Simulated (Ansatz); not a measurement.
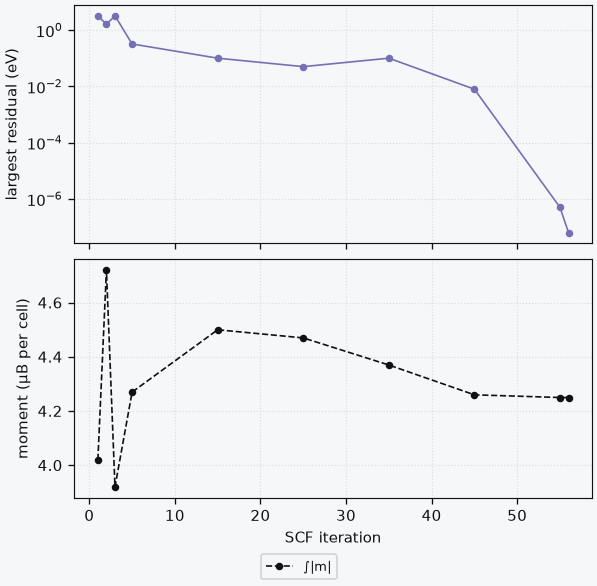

The plot shows the SCF iterations of a calculation: largest residual, magnetic moments. Only some iterations were kept.

Program: Ansatz.

```
crystal:
  atoms:
    - { position: [0, 0, 0], spin: 2.4, spin_axis: [-0.475, -0.845, 0.247], symbol: Co }
    - { position: [0.5, 0.5, 0.5], spin: 2.8, spin_axis: [0.815, 0.272, 0.511], symbol: Fe }
  lattice:
    - [2.7774, 0, 0]
    - [0, 2.7774, 0]
    - [0, 0, 2.7774]
hamiltonian:
  pseudopotentials: { kind: nc }
  xc: pbe
kpoints:
  mp_grid: { grid: [2, 2, 2] }
magnetization:
  noncollinear: true
scf:
  occupations: { method: gaussian, width: "0.05 eV" }
output:
  forces: true
  stress: true
```

> How did this run end?

It converged, after 56 iterations. The residual falls unevenly and jumps up by a factor of two or more twice between kept points.

> Read the residual at the first and at the last step drawn.

It starts near 3 and ends near 6 × 10⁻⁸ eV.

> What happens to the magnetisation?

The integral of |m| goes from 4.0 to 4.2 μB per cell.
